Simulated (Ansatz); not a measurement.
A periodic structure is given below.

```cif
data_structure
_symmetry_space_group_name_H-M 'P 63/m m c'
_symmetry_Int_Tables_number 194
_cell_length_a 3.0585
_cell_length_b 3.0585
_cell_length_c 4.8669
_cell_angle_alpha 90.000
_cell_angle_beta 90.000
_cell_angle_gamma 120.000
_cell_volume 39.43
loop_
_atom_site_label
_atom_site_type_symbol
_atom_site_symmetry_multiplicity
_atom_site_Wyckoff_symbol
_atom_site_fract_x
_atom_site_fract_y
_atom_site_fract_z
_atom_site_occupancy
Al1 Al 2 c 0.66667 0.33333 0.75000 1
```

Q: Give a crystallographic description of this input.

A: The element is aluminium. The symmetry is that of P6_3/mmc (No. 194), on a primitive hexagonal lattice. In terms of structure types, this is hexagonal close-packed (Mg type). The cell holds two atoms. Around each Al lie twelve Al in an anticuboctahedral arrangement at 3.01 to 3.06 Å. The bonds build a three-dimensional framework.

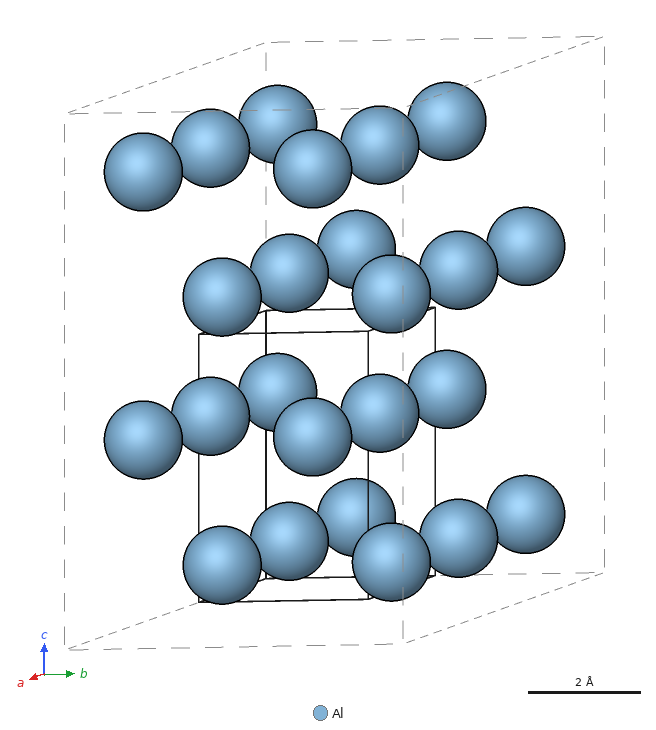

Drawn in the spheres-only manner and seen slightly off an axis. The drawing covers 3×2×2 cells, and the solid lines enclose one conventional unit cell.

It derives from a structure listed in the Materials Project. The cell was then strained or its atoms displaced on purpose. It was run through Ansatz as a DFT input.

At this level of theory the cell isn't at rest (stretched, at -11 GPa), so its distances can differ from those at equilibrium, the more so the softer the solid.
